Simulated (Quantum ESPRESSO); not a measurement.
## Fields calculation, with input and output: Sn

The run: fields calculation of Sn (2 atoms in the cell). Method and program: Kohn-Sham DFT of a periodic cell, PBE with D3(BJ), PseudoDojo 0.4.1 SR PBEsol standard, no spin polarisation (Quantum ESPRESSO 7.5).

The structure derives from an entry of the Crystallography Open Database.

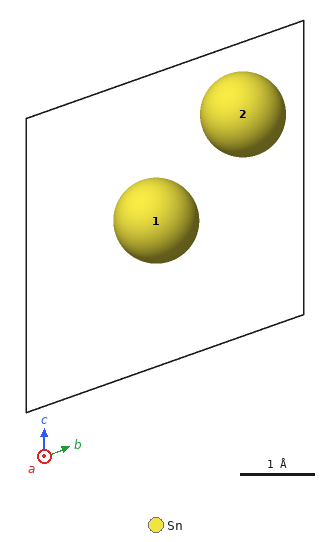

Fig. 1: The input geometry (ball-and-stick view of the cell of the calculation, along the a axis; atoms are numbered from 1 in the order of the input). An atom can appear more than once, as a periodic image. Near neighbours in the periodic cell (some may lie outside the picture): Sn has 3 Sn at 2.57 to 2.84 Å.

### The input
```
&CONTROL
  calculation = 'scf'
  prefix = 'pwscf'
  outdir = './tmp'
  pseudo_dir = './pseudo'
  tprnfor = .true.
  tstress = .true.
  disk_io = 'low'
/
&SYSTEM
  ibrav = 0
  nat = 2
  ntyp = 1
  ecutwfc = 72
  nbnd = 21
  input_dft = 'pbe'
  occupations = 'smearing'
  smearing = 'fd'
  degauss = 0.01469973
  vdw_corr = 'grimme-d3'
  dftd3_version = 4
/
&ELECTRONS
  conv_thr = 4d-10
  electron_maxstep = 120
  mixing_beta = 0.5
  mixing_mode = 'local-TF'
/
ATOMIC_SPECIES
Sn   118.7100 Sn.upf
CELL_PARAMETERS angstrom
   0.0000000000    3.2456000000    3.2456000000
   3.2456000000    0.0000000000    3.2456000000
   3.2456000000    3.2456000000    0.0000000000
ATOMIC_POSITIONS crystal
Sn     0.4607398400    0.4685931900    0.4965269100
Sn     0.7892601600    0.7814068100    0.7534730900
K_POINTS automatic
7 7 7 0 0 0
```

### File pp_density.in
```
&INPUTPP
  prefix = 'pwscf'
  outdir = './tmp'
  filplot = 'density.dat'
  plot_num = 0
/
&PLOT
  nfile = 1
  filepp(1) = 'density.dat'
  iflag = 3
  output_format = 6
  fileout = 'density.cube'
/
```

### File pp_potential.in
```
&INPUTPP
  prefix = 'pwscf'
  outdir = './tmp'
  filplot = 'potential.dat'
  plot_num = 11
/
&PLOT
  nfile = 1
  filepp(1) = 'potential.dat'
  iflag = 3
  output_format = 6
  fileout = 'potential.cube'
/
```

### File pp_elf.in
```
&INPUTPP
  prefix = 'pwscf'
  outdir = './tmp'
  filplot = 'elf.dat'
  plot_num = 8
/
&PLOT
  nfile = 1
  filepp(1) = 'elf.dat'
  iflag = 3
  output_format = 6
  fileout = 'elf.cube'
/
```

### File pp_potential_ks.in
```
&INPUTPP
  prefix = 'pwscf'
  outdir = './tmp'
  filplot = 'potential_ks.dat'
  plot_num = 1
/
&PLOT
  nfile = 1
  filepp(1) = 'potential_ks.dat'
  iflag = 3
  output_format = 6
  fileout = 'potential_ks.cube'
/
```

Command:
```bash
OMP_NUM_THREADS=1 pw.x -in pw.in > pw.out
OMP_NUM_THREADS=1 pp.x -in pp_density.in > pp_density.out
OMP_NUM_THREADS=1 pp.x -in pp_potential.in > pp_potential.out
OMP_NUM_THREADS=1 pp.x -in pp_elf.in > pp_elf.out
OMP_NUM_THREADS=1 pp.x -in pp_potential_ks.in > pp_potential_ks.out
```

### Output
```
This program is part of the open-source Quantum ESPRESSO suite
     for quantum simulation of materials; please cite
         "P. Giannozzi et al., J. Phys.:Condens. Matter 21 395502 (2009);
         "P. Giannozzi et al., J. Phys.:Condens. Matter 29 465901 (2017);
         "P. Giannozzi et al., J. Chem. Phys. 152 154105 (2020);
          URL
     in publications or presentations arising from this work. More details at

     IMPORTANT: XC functional enforced from input :
     Exchange-correlation= PBE
                           (   1   4   3   4   0   0   0)
     Any further DFT definition will be discarded
     Please, verify this is what you really want

     Message from routine setup:
     using ibrav=0 with symmetry is DISCOURAGED, use correct ibrav instead

     G-vector sticks info
     --------------------
     sticks:   dense  smooth     PW     G-vecs:    dense   smooth      PW
     Sum        1495    1495    433                38157    38157    5961

     Using Slab Decomposition

     bravais-lattice index     =            0
     lattice parameter (alat)  =       8.6738  a.u.
     unit-cell volume          =     461.4361 (a.u.)^3
     number of atoms/cell      =            2
     number of atomic types    =            1
     number of electrons       =        28.00
     number of Kohn-Sham states=           21
     kinetic-energy cutoff     =      72.0000  Ry
     charge density cutoff     =     288.0000  Ry
     scf convergence threshold =      4.0E-10
     mixing beta               =       0.5000
     number of iterations used =            8  local-TF  mixing
     Exchange-correlation= PBE
                           (   1   4   3   4   0   0   0)

     celldm(1)=   8.673789  celldm(2)=   0.000000  celldm(3)=   0.000000
     celldm(4)=   0.000000  celldm(5)=   0.000000  celldm(6)=   0.000000

     crystal axes: (cart. coord. in units of alat)
               a(1) = (   0.000000   0.707107   0.707107 )
               a(2) = (   0.707107   0.000000   0.707107 )
               a(3) = (   0.707107   0.707107   0.000000 )

     reciprocal axes: (cart. coord. in units 2 pi/alat)
               b(1) = ( -0.707107  0.707107  0.707107 )
               b(2) = (  0.707107 -0.707107  0.707107 )
               b(3) = (  0.707107  0.707107 -0.707107 )

     PseudoPot. # 1 for Sn read from file:
     Sn.upf
     Pseudo is Norm-conserving + core correction, Zval = 14.0
     Generated using ONCVPSP code by D. R. Hamann
     Using radial grid of 1628 points,  6 beta functions with:
                l(1) =   0
                l(2) =   0
                l(3) =   1
                l(4) =   1
                l(5) =   2
                l(6) =   2

     atomic species   valence    mass     pseudopotential
     Sn               14.00   118.71000     Sn( 1.00)

      2 Sym. Ops., with inversion, found ( 1 have fractional translation)

   Cartesian axes

     site n.     atom                  positions (alat units)
         1        Sn     tau(   1) = (   0.6824430   0.6768898   0.6571377  )
         2        Sn     tau(   2) = (   1.0853240   1.0908771   1.1106293  )

     --------------------------------------------
     DFT-D3 Dispersion Correction (3-body terms):
     --------------------------------------------
       Reference C6 values for interpolation:

         atom   Coordination number   C6
         Sn         0.000          1255.14
         Sn         0.951          1084.09
         Sn         1.950          1010.83
         Sn         2.926           818.29
         Sn         3.912           672.20

       Values used:

         atom   Coordination number  R0_AB[au]  C6      C8
         Sn         3.630            3.957    694.17  87126.15
         Sn         3.630            3.957    694.17  87126.15

         Molecular C6 ( Ry / a.u.^6 ) =      2776.68

     number of k points=   172  Fermi-Dirac smearing, width (Ry)=  0.0147

     Number of k-points >= 100: set verbosity='high' to print them.

     Dense  grid:    38157 G-vectors     FFT dimensions: (  48,  48,  48)

     Initial potential from superposition of free atoms

     starting charge      27.9972, renormalised to      28.0000
     Starting wfcs are   18 randomized atomic wfcs +    3 random wfcs

     Self-consistent Calculation

     iteration #  1     ecut=    72.00 Ry     beta= 0.50
     Davidson diagonalization with overlap
     ethr =  1.00E-02,  avg # of iterations =  6.3

     Threshold (ethr) on eigenvalues was too large:
     Diagonalizing with lowered threshold

     Davidson diagonalization with overlap
     ethr =  6.87E-05,  avg # of iterations =  5.2

     total energy              =    -315.30367600 Ry
     estimated scf accuracy    <       0.02035895 Ry

     iteration #  2     ecut=    72.00 Ry     beta= 0.50
     Davidson diagonalization with overlap
     ethr =  7.27E-05,  avg # of iterations =  1.0

     total energy              =    -315.30208204 Ry
     estimated scf accuracy    <       0.00885085 Ry

     iteration #  3     ecut=    72.00 Ry     beta= 0.50
     Davidson diagonalization with overlap
     ethr =  3.16E-05,  avg # of iterations =  1.1

     total energy              =    -315.30259948 Ry
     estimated scf accuracy    <       0.00016824 Ry

     iteration #  4     ecut=    72.00 Ry     beta= 0.50
     Davidson diagonalization with overlap
     ethr =  6.01E-07,  avg # of iterations =  4.2

     total energy              =    -315.30263799 Ry
     estimated scf accuracy    <       0.00003714 Ry

     iteration #  5     ecut=    72.00 Ry     beta= 0.50
     Davidson diagonalization with overlap
     ethr =  1.33E-07,  avg # of iterations =  2.0

     total energy              =    -315.30263873 Ry
     estimated scf accuracy    <       0.00000294 Ry

     iteration #  6     ecut=    72.00 Ry     beta= 0.50
     Davidson diagonalization with overlap
     ethr =  1.05E-08,  avg # of iterations =  2.0

     total energy              =    -315.30263930 Ry
     estimated scf accuracy    <       0.00000015 Ry

     iteration #  7     ecut=    72.00 Ry     beta= 0.50
     Davidson diagonalization with overlap
     ethr =  5.37E-10,  avg # of iterations =  2.0

     total energy              =    -315.30263932 Ry
     estimated scf accuracy    <       0.00000004 Ry

     iteration #  8     ecut=    72.00 Ry     beta= 0.50
     Davidson diagonalization with overlap
     ethr =  1.34E-10,  avg # of iterations =  2.0

     total energy              =    -315.30263932 Ry
     estimated scf accuracy    <       0.00000001 Ry

     iteration #  9     ecut=    72.00 Ry     beta= 0.50
     Davidson diagonalization with overlap
     ethr =  4.27E-11,  avg # of iterations =  2.0

     total energy              =    -315.30263932 Ry
     estimated scf accuracy    <          8.7E-10 Ry

     iteration # 10     ecut=    72.00 Ry     beta= 0.50
     Davidson diagonalization with overlap
     ethr =  3.10E-12,  avg # of iterations =  2.0

     End of self-consistent calculation

     Number of k-points >= 100: set verbosity='high' to print the bands.

     the Fermi energy is     8.2199 ev

!    total energy              =    -315.30263932 Ry
     estimated scf accuracy    <          8.8E-11 Ry
     smearing contrib. (-TS)   =      -0.00656373 Ry
     internal energy E=F+TS    =    -315.29607559 Ry

     The total energy is F=E-TS. E is the sum of the following terms:
     one-electron contribution =    -144.48560352 Ry
     hartree contribution      =      88.31798683 Ry
     xc contribution           =     -88.13118936 Ry
     ewald contribution        =    -170.95225394 Ry
     DFT-D3 Dispersion         =      -0.04501559 Ry

     convergence has been achieved in  10 iterations

     Forces acting on atoms (cartesian axes, Ry/au):

     atom    1 type  1   force =    -0.01260156    0.02145685    0.08736086
     atom    2 type  1   force =     0.01260156   -0.02145685   -0.08736086

     Total force =     0.128461     Total SCF correction =     0.000076

     Computing stress (Cartesian axis) and pressure

          total   stress  (Ry/bohr**3)                   (kbar)     P=       58.80
   0.00052989  -0.00060421  -0.00022857           77.95      -88.88      -33.62
  -0.00060421   0.00046166  -0.00008501          -88.88       67.91      -12.51
  -0.00022857  -0.00008501   0.00020765          -33.62      -12.51       30.55

=------------------------------------------------------------------------------=
   JOB DONE.
=------------------------------------------------------------------------------=
```

### File pp_density.out
```
This program is part of the open-source Quantum ESPRESSO suite
     for quantum simulation of materials; please cite
         "P. Giannozzi et al., J. Phys.:Condens. Matter 21 395502 (2009);
         "P. Giannozzi et al., J. Phys.:Condens. Matter 29 465901 (2017);
         "P. Giannozzi et al., J. Chem. Phys. 152 154105 (2020);
          URL
     in publications or presentations arising from this work. More details at

     ./tmp/pwscf.save/

     IMPORTANT: XC functional enforced from input :
     Exchange-correlation= PBE
                           (   1   4   3   4   0   0   0)
     Any further DFT definition will be discarded
     Please, verify this is what you really want

     G-vector sticks info
     --------------------
     sticks:   dense  smooth     PW     G-vecs:    dense   smooth      PW
     Sum        1495    1495    433                38157    38157    5961

     Using Slab Decomposition

     Calling punch_plot, plot_num =   0
     Writing data to file  density.dat
     Reading data from file  density.dat

     Writing data to be plotted to file density.cube
     Plot Type: 3D                     Output format: Gaussian cube

=------------------------------------------------------------------------------=
   JOB DONE.
=------------------------------------------------------------------------------=
```

### File pp_potential.out
```
This program is part of the open-source Quantum ESPRESSO suite
     for quantum simulation of materials; please cite
         "P. Giannozzi et al., J. Phys.:Condens. Matter 21 395502 (2009);
         "P. Giannozzi et al., J. Phys.:Condens. Matter 29 465901 (2017);
         "P. Giannozzi et al., J. Chem. Phys. 152 154105 (2020);
          URL
     in publications or presentations arising from this work. More details at

     ./tmp/pwscf.save/

     IMPORTANT: XC functional enforced from input :
     Exchange-correlation= PBE
                           (   1   4   3   4   0   0   0)
     Any further DFT definition will be discarded
     Please, verify this is what you really want

     G-vector sticks info
     --------------------
     sticks:   dense  smooth     PW     G-vecs:    dense   smooth      PW
     Sum        1495    1495    433                38157    38157    5961

     Using Slab Decomposition

     Calling punch_plot, plot_num =  11
     Writing data to file  potential.dat
     Reading data from file  potential.dat

     Writing data to be plotted to file potential.cube
     Plot Type: 3D                     Output format: Gaussian cube

=------------------------------------------------------------------------------=
   JOB DONE.
=------------------------------------------------------------------------------=
```

### File pp_potential_ks.out
```
This program is part of the open-source Quantum ESPRESSO suite
     for quantum simulation of materials; please cite
         "P. Giannozzi et al., J. Phys.:Condens. Matter 21 395502 (2009);
         "P. Giannozzi et al., J. Phys.:Condens. Matter 29 465901 (2017);
         "P. Giannozzi et al., J. Chem. Phys. 152 154105 (2020);
          URL
     in publications or presentations arising from this work. More details at

     ./tmp/pwscf.save/

     IMPORTANT: XC functional enforced from input :
     Exchange-correlation= PBE
                           (   1   4   3   4   0   0   0)
     Any further DFT definition will be discarded
     Please, verify this is what you really want

     G-vector sticks info
     --------------------
     sticks:   dense  smooth     PW     G-vecs:    dense   smooth      PW
     Sum        1495    1495    433                38157    38157    5961

     Using Slab Decomposition

     Calling punch_plot, plot_num =   1
     Writing data to file  potential_ks.dat
     Reading data from file  potential_ks.dat

     Writing data to be plotted to file potential_ks.cube
     Plot Type: 3D                     Output format: Gaussian cube

=------------------------------------------------------------------------------=
   JOB DONE.
=------------------------------------------------------------------------------=
```

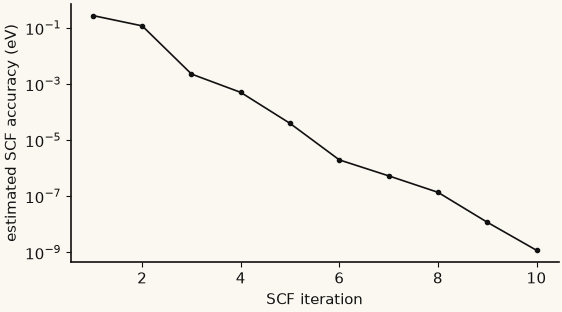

Fig. 2: Convergence of the self-consistent field: estimated SCF accuracy against the iteration. The field takes 10 iterations in all.

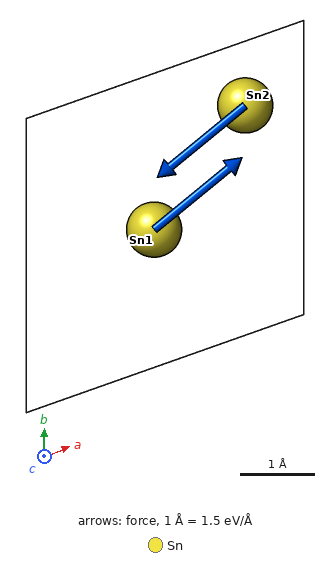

Fig. 3: Forces on the atoms as blue arrows (ball-and-stick view of the cell of the calculation, along the c axis; atoms are numbered from 1 in the order of the input). The largest act on Sn1, Sn2 (2.34 eV/Å). The geometry is not a stationary point of this energy.

### Key numbers

| quantity | value |
| --- | --- |
| outcome | converged |
| space group (tolerance 0.01 Å) | P-1 (2) |
| electrons treated | 28 |
| free energy | −4289.9110 eV |
| gap on the k-point mesh | none (metallic) |
| pressure | 5.88 GPa |
| largest force (length of the vector) | 2.335 eV/Å |
| hardware | 1 thread of Intel Xeon (Sapphire Rapids), 16 GiB of memory available, shared host |
| wall time | 4.2 min |
| peak memory | 0.32 GiB |

Settings chosen away from the usual ones: mixing_mode set to local-TF. Further notes kept with the run: potentials made for another functional. Points of doubt noted for this run: potentials made for another functional.
